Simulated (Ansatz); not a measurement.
## PtTe₂: single-point calculation

- system: PtTe₂ (slab, 3 atoms in the cell)
- method: DFT PBE+D3(BJ), scalar-relativistic, plane waves, PAW, PAW set soft_1, no spin polarisation (Ansatz 0.2.0)

The structure derives from an entry of the Crystallography Open Database. Figures and captions count atoms from 1; the log counts them from 0 in places.

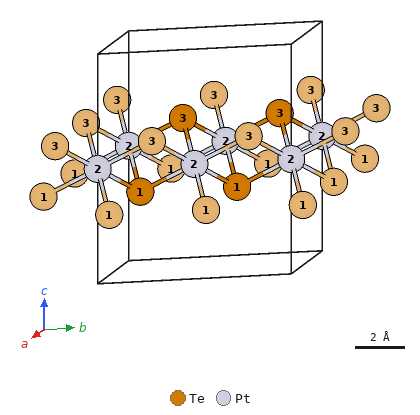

*The structure (ball-and-stick view of the 1 × 2 repeat of the cell, with the vacuum cut short, seen slightly off an axis; neighbours outside the cell are drawn fainter; atoms are numbered from 1 in the order of the input). An atom can appear more than once, as a periodic image.*

Near neighbours in the periodic cell (some may lie outside the picture): Te has 3 Pt at 2.71 Å; Pt has 6 Te at 2.71 Å.

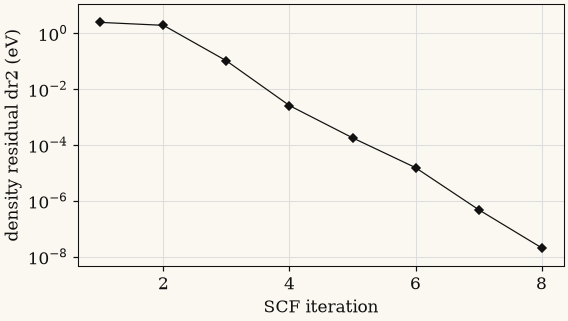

*Convergence of the self-consistent field: density residual dr2 against the SCF iteration.*

The residual falls at every step.

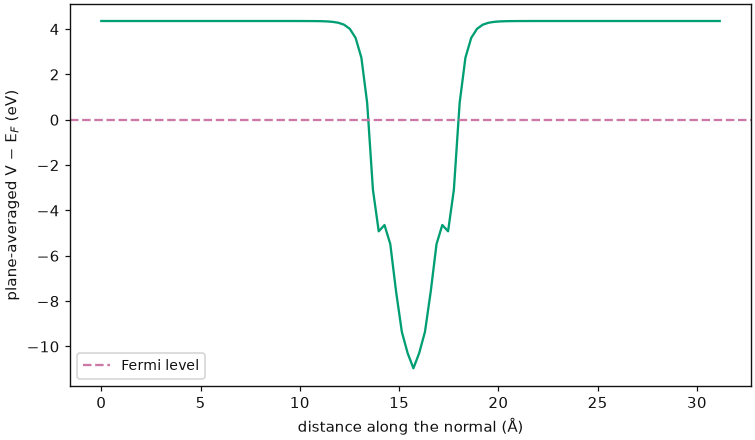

*Plane average of the electrostatic potential energy of an electron across the cell, from the Fermi level.*

The vacuum level lies 4.36 eV above the Fermi level.

These pictures come from the run below.

## Input file
```yaml
crystal:
  lattice:
    - [4.0531452607, 0.0, 0.0]
    - [-2.0265726304, 3.510126761, 0.0]
    - [0.0, 0.0, 31.4387310711]
  atoms:
    - { symbol: Te, position: [0.6666666667, 0.3333333333, 0.4567513471] }
    - { symbol: Pt, position: [0.0, 0.0, 0.5] }
    - { symbol: Te, position: [0.3333333333, 0.6666666667, 0.5432486529] }
  periodic: [true, true, false]
basis:
  ecutwfc: 420
kpoints:
  mp_grid: { grid: [6, 6, 1] }
hamiltonian:
  xc: pbe
  pseudopotentials: { kind: paw, azcp: { folder: soft_1 } }
  dispersion: d3bj
scf:
  occupations: { method: gaussian, width: 0.1 }
output:
  forces: true
  stress: true
  eigenvalues: true
```

Run as:
```bash
ansatz run input.yaml --threads 2 --pin off --max-ram 6144MiB --backend cpu --events-out ev --progress --plain --runs-dir out
```

## The program's output
```
Engine: ansatz 0.2.0, aarch64-unknown-linux-gnu
Pseudopotentials: kind: paw
Pseudopotential: Te, paw, valence charge 16, recommended cutoff 420 eV (normal), [file]
Pseudopotential: Pt, paw, valence charge 18, recommended cutoff 420 eV (normal), [file]
Functional definition: PBE
  parameter kappa = 0.804
  parameter beta = 0.06672455060314922
  exchange = pbe_x(kappa = kappa, mu = beta*pi^2/3)
  correlation = pbe_c(beta = beta)
Crystal: 3 atoms, lattice volume = 447.281 Å³
Basis set: ecut = 420 eV, 8745 PW (Γ), exchange–correlation on 60×60×432 points (8 copies of the dense FFT grid, shifted against one another)
Bands: 30, of which v1, the nominal top of the filled ones, is band 25 counted from 1 (24 counted from 0)
Symmetry: 12 space group operations
Space group: P-3m1 (ITA 164), of the structure as read, at distance tolerance 7.6e-5 Å
k-points: 7 of 36
Non-local potential: Te, projectors of the file, l = 0: 2, l = 1: 2, l = 2: 2, l = 3: 1
Non-local potential: Pt, projectors of the file, l = 0: 3, l = 1: 2, l = 2: 2, l = 3: 1
PAW form: soft (Blöchl's): semilocal exchange-correlation on the pseudo side does not see the compensation charge
PAW one-centre angular grid: Te, 590 points (default); XC on 64 Gauss nodes
PAW one-centre angular grid: Pt, 590 points (default); XC on 64 Gauss nodes
Initial density: superposition of atomic densities (neutral atoms: chi_scale 0, normalization atom)
Initial wavefunctions: pseudopotential atomic-orbital guess
Functional: x = pbe(κ = 0.804, μ = 0.2195149727645171), c = pbe(β = 0.06672455060314922)
SCF iter   1: F=—  HF=-26487.337973 eV  |F-HF|=—  |Δ(HF+E_count)|=         —  Δρ=2.39e-2  dr2=2.43e0  ethr=3.10e-3  ⟨swp⟩=15.0  Hψ=1446  notcnv=0
preconditioner: auto → Resta (q_TF=auto, 1.894 Å⁻¹)  ε∞=2.0  [insulator: Δε(μ)=1.391 eV  Ē_g=8.228 eV  σ=0.100 eV  W_gap=1.00  n_scr=60 (ndim 8)  ℏωp=8.2 eV  f_vac=0.781  D(μ)=0.00/eV (n_scr^D=0)  ε∞_Penn≈2.0  vacuum switching on, ρ_ref=4.9e-3 e/Å³]
SCF iter   2: F=—  HF=-26487.239055 eV  |F-HF|=—  |Δ(HF+E_count)|=   9.89e-2  Δρ=1.38e-2  dr2=1.91e0  ethr=3.10e-3  ⟨swp⟩=4.0  Hψ=570  notcnv=0  defer=7
SCF iter   3: F=—  HF=-26486.906646 eV  |F-HF|=—  |Δ(HF+E_count)|=   3.32e-1  Δρ=6.61e-3  dr2=1.02e-1  ethr=3.10e-3  ⟨swp⟩=2.9  Hψ=365  notcnv=0  defer=4
SCF iter   4: F=—  HF=-26486.891258 eV  |F-HF|=—  |Δ(HF+E_count)|=   1.54e-2  Δρ=9.51e-4  dr2=2.55e-3  ethr=2.04e-4  ⟨swp⟩=3.0  Hψ=393  notcnv=0  defer=6
SCF iter   5: F=—  HF=-26486.891674 eV  |F-HF|=—  |Δ(HF+E_count)|=   4.16e-4  Δρ=2.25e-4  dr2=1.79e-4  ethr=5.09e-6  ⟨swp⟩=4.0  Hψ=493  notcnv=0  defer=6
SCF iter   6: F=—  HF=-26486.891752 eV  |F-HF|=—  |Δ(HF+E_count)|=   7.75e-5  Δρ=4.33e-5  dr2=1.53e-5  ethr=3.59e-7  ⟨swp⟩=3.4  Hψ=403  notcnv=0  defer=6
SCF iter   7: F=—  HF=-26486.891852 eV  |F-HF|=—  |Δ(HF+E_count)|=   1.01e-4  Δρ=1.02e-5  dr2=4.81e-7  ethr=3.05e-8  ⟨swp⟩=3.3  Hψ=388  notcnv=0  defer=6
SCF iter   8: F=-26486.891853 eV  HF=-26486.891853 eV  |F-HF|=2.12e-8  |Δ(HF+E_count)|=   9.96e-7  Δρ=2.20e-6  dr2=2.07e-8  ethr=2.00e-10  ⟨swp⟩=20.0  Hψ=1382  notcnv=0
SCF 1 converged in 8 iterations: F = -26486.891853 eV  dr2 = 2.07e-8
  greatest PAW one-centre occupation: 1.000 electrons in one spin orbital (limit 2), on the Pt atom at site 1 (counted from 0), in its partial waves of l = 0
SCF converged after 8 iterations
Free energy (F): -26486.891853 eV
Harris-Foulkes:  -26486.891853 eV  (|F-HF|=2.12e-8)
Internal energy: -26486.891853 eV  (E = F + TS)
E sigma→0 (E₀):  -26486.891853 eV
Fermi energy:    -4.356063 eV
--- Per-component energies (eV) ---
  E_band       = -1595.485071
  E_kinetic    = 940.101911
  E_local      = -108291.927374  (includes V_loc(G=0)·N_el)
  E_nonlocal   = 334.176888
  E_hartree    = 53502.882015
  E_xc         = -476.795830
  E_vxc        = -474.537161  (∫ρ·V_xc dr)
  E_paw        = -18826.015164  (= ΣΔE_a)
  E_vpaw       = -1109.065260  (= ΣTr[D̂ρ^β])
  E_aug_tail   = 0.001255  (compensation charges beyond the density's cutoff)
  E_ewald      = 46331.686792
  E_disp       = -1.002346  (pairwise vdW)
  E_smearing   = -0.000000  (= −TS)
  E_closure    = 0.000000  (closes the sum)
  Σ components = -26486.891853   (vs F -26486.891853, Δ=0.00e0)
--- Forces (eV/Å), atoms counted from 1 ---
  atom   1  Te    -0.00000000     0.00000000    -0.06426023
  atom   2  Pt     0.00000000    -0.00000000     0.00000000
  atom   3  Te     0.00000000     0.00000000     0.06426023
  max |Σ_I F_I| component: 2.21e-28 eV/Å
--- 2D stress c σ (N/m, compression-positive) ---
       -1.376832       0.000000       0.000000
       -0.000000      -1.376832       0.000000
        0.000000       0.000000       0.000000
  P = ½ c Tr σ = -1.3768 N/m
--- Band table (eV; the first three rows and the last of 7) ---
  k-point 0: bands = ["-103.6268", "-57.8002", "-57.8002", "-57.6978", "-41.6830", "-41.6830", "-41.6813", "-41.6813", "-41.6489", "-41.6489", "-41.6383", "-41.6383", "-41.6296", "-41.6291", "-17.5995", "-15.5524", "-9.8801", "-9.8801", "-9.7623", "-8.0839", "-8.0839", "-6.6252", "-5.3688", "-4.8772", "-4.8772", "-2.5135", "-2.5135", "-1.0027 (-1.0028°)", "-0.7770", "-0.1875"]
  k-point 1: bands = ["-103.6268", "-57.8009", "-57.8004", "-57.6978", "-41.6824", "-41.6821", "-41.6820", "-41.6807", "-41.6486", "-41.6480", "-41.6399", "-41.6385", "-41.6291", "-41.6284", "-17.3151", "-15.5636", "-9.9085", "-9.7386", "-9.5366", "-8.3802", "-8.1985", "-7.1657", "-5.5706", "-5.1844", "-4.9825", "-3.8247", "-2.7794", "-0.3482", "-0.2980", "-0.1847"]
  k-point 2: bands = ["-103.6268", "-57.8023", "-57.8008", "-57.6977", "-41.6833", "-41.6811", "-41.6803", "-41.6795", "-41.6479", "-41.6475", "-41.6420", "-41.6390", "-41.6280", "-41.6273", "-16.5896", "-15.6307", "-10.1771", "-9.4950", "-9.3989", "-8.7391", "-8.1746", "-7.5932", "-6.7284", "-6.1585", "-5.6513", "-3.6078", "-2.7956", "-1.3903", "0.4112", "0.6974"]
  k-point 6: bands = ["-103.6268", "-57.8022", "-57.8022", "-57.6976", "-41.6820", "-41.6806", "-41.6806", "-41.6784", "-41.6508", "-41.6445", "-41.6445", "-41.6381", "-41.6268", "-41.6268", "-15.7653", "-15.7653", "-10.3875", "-9.6957", "-9.6957", "-8.4339", "-8.4339", "-7.8632", "-7.1735", "-6.4682", "-6.4682", "-3.6820", "-3.6820", "-0.3096", "1.8239", "1.8239"]
  ° read free of the cell's end (the report's vacuum.weakly_bound_levels)
```

## Key numbers

| quantity | value |
| --- | --- |
| outcome | converged |
| electrons treated | 50 |
| free energy | −26486.8919 eV |
| work function, top face | 4.36 eV |
| work function, bottom face | 4.36 eV |
| Fermi energy | −4.356 eV |
| gap on the k-point mesh | 1.05 eV |
| work function (upper face) | 4.36 eV |
| largest force (length of the vector) | 0.064 eV/Å |
| hardware | 2 threads of Arm Neoverse N1, 98 GiB of memory available, shared host |
| wall time | 6.9 s (CPU time 13 s) |
| peak memory | 0.64 GiB |

## Remarks

Spin–orbit coupling is left out, which matters for Pt.
